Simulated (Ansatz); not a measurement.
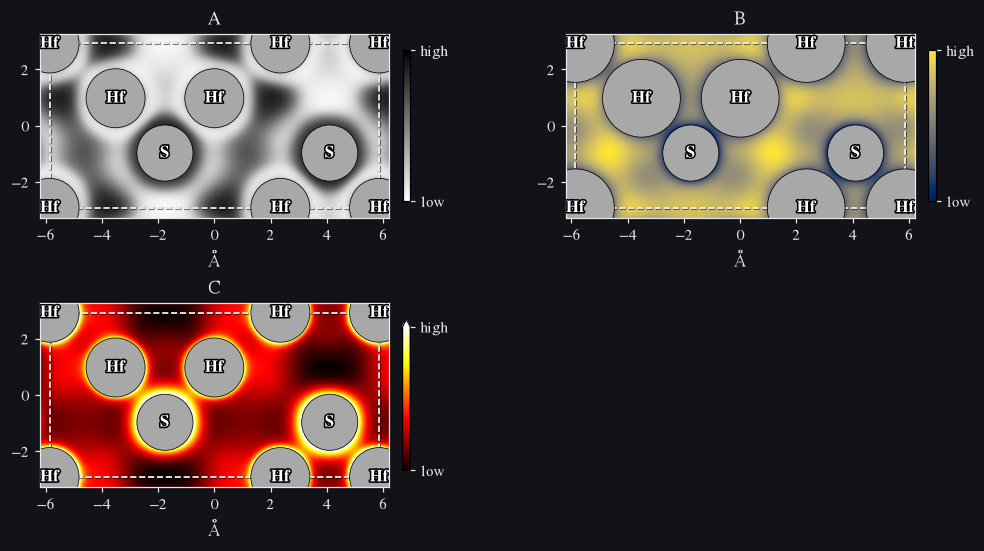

Hf$_{2}$S: 3 fields on the (110) plane of the conventional cell, with unlabelled colour scales. Grey discs cover the atomic cores.

Space group P6₃/mmc; a structure from a database of computed crystals, not necessarily the ambient phase.

Computed with DFT r2SCAN, scalar-relativistic, plane waves, PAW (Ansatz 0.2.0).

Question: The panels show electron localisation function, electrostatic potential energy of an electron and valence pseudo-density in some order. Assign them.

Answer: Panel A: electron localisation function. Panel B: electrostatic potential energy of an electron (low next to the atoms, rising into the space between them). Panel C: valence pseudo-density. From the grid: Hf–S (2.62 Å): ρ is about 0.36 e/Å³ halfway; the ELF peaks at about 0.85 in the valence shell of S, 0.8 Å from its nucleus, and is about 0.30 at the midpoint: no localised pair shows between them. Hf–Hf (3.05 Å): ρ is about 0.21 e/Å³ halfway; the ELF is about 0.25 at the midpoint (no localised pair shows between them).
